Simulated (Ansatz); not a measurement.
This input was run:

```
crystal:
  lattice:
    - [3.9838456501, 0.0, 0.0]
    - [-1.9919228251, 3.4501115378, 0.0]
    - [0.0, 0.0, 12.1808649587]
  atoms:
    - { symbol: Pb, position: [0.0, 0.0, -0.039186762] }
    - { symbol: Pb, position: [0.3333333333, 0.6666666667, 0.2269240041] }
    - { symbol: Pb, position: [0.0, 0.0, 0.460813238] }
    - { symbol: Pb, position: [0.6666666667, 0.3333333333, 0.7269240041] }
    - { symbol: O, position: [0.0, 0.0, 0.2764100727] }
    - { symbol: O, position: [0.3333333333, 0.6666666667, 0.4108526853] }
    - { symbol: O, position: [0.0, 0.0, 0.7764100727] }
    - { symbol: O, position: [0.6666666667, 0.3333333333, 0.9108526853] }
kpoints:
  mp_grid: { grid: [12, 12, 2] }
  band_path:
    path:
      - [0.0, 0.0, 0.0]
      - [0.5, 0.0, 0.0]
      - [0.3333333333, 0.3333333333, 0.0]
      - [0.0, 0.0, 0.5]
      - [0.5, 0.0, 0.5]
      - [0.3333333333, 0.3333333333, 0.5]
    npoints: 1
hamiltonian:
  xc: r2scan
  dispersion: rvv10
scf:
  occupations: { method: fermi_dirac, width: 0.03 }
  n_extra_bands: 6
output:
  forces: true
  stress: true
  eigenvalues: true
```

Launched with:
```bash
ansatz run input.yaml --threads 4 --pin off --max-ram 4608MiB --backend cpu --events-out ev --progress --plain --runs-dir out
```

Predict the main features of the density of states.

There is a gap; over the k points computed it is 1.83 eV (indirect; the smallest direct gap is 2.23 eV). The upper group of valence states starts about 8.1 eV under the valence-band top, with a gap beneath it; it holds about 32 electrons a cell.

Spin-orbit coupling is left out, which matters for Pb.

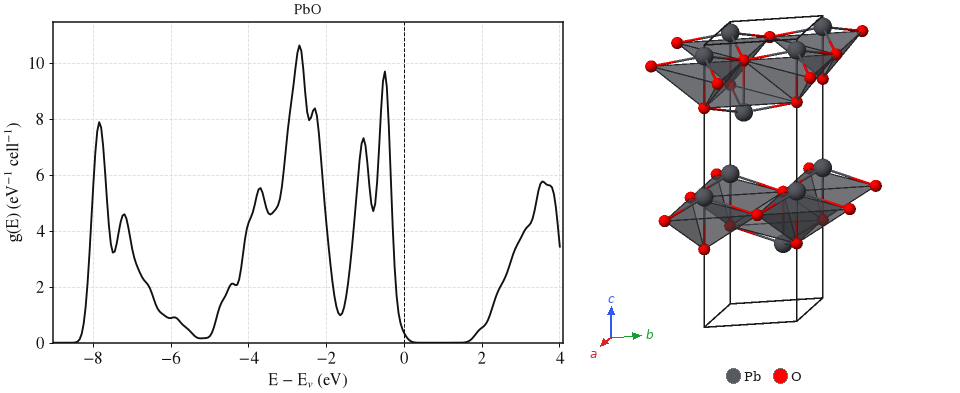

Density of states, beside the structure. Energies are counted from the top of the valence band. The curve is built from the levels of the k mesh with Gaussians 0.3 eV wide, which also blur the band edges.
